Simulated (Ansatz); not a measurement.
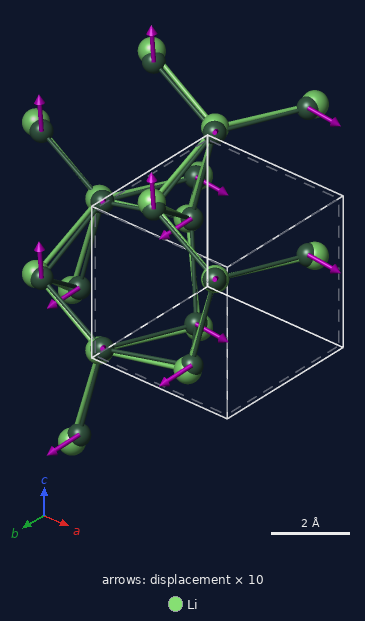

A symmetric starting cell of Li, drawn pale, and a changed version of it, drawn solid. The purple arrows show how the atoms are displaced (without the part that the change of the cell carries along), magnified 10 times. Besides, all lengths are scaled by +3.2 % (volume +9.8 %). The picture is a ball-and-stick view of the cell of the calculation, repeated 1 × 2 × 2 with one cell outlined, seen from a free direction.

Level of theory: DFT PBEsol, scalar-relativistic, plane waves, PAW in Ansatz 0.2.0. Settings: plane-wave cutoff 420 eV; k-point mesh 10 × 10 × 10; occupations gaussian; smearing width 0.1 eV; no spin polarisation.

Q: How are the atoms displaced, and what does the calculation give?

A: Atoms are displaced by 0.10 Å relative to the cell. No relaxation follows. The starting cell wasn't computed here and needn't be at equilibrium, so pressure and forces aren't due to the change alone. The pressure is −0.7 GPa (not all of it need come from the change, since the unchanged cell can be under pressure at this level too). The largest forces, 0.12 eV/Å, act on 4 Li atoms of the calculation's cell. The forces point along the displacements, not back (a soft direction, or forces left over where the reference was relaxed at another level) (cosine 1.00). Among the bonded contacts that change: Li–Li 2.728 → 2.819 Å. The space group stays P2_13 (No. 198).
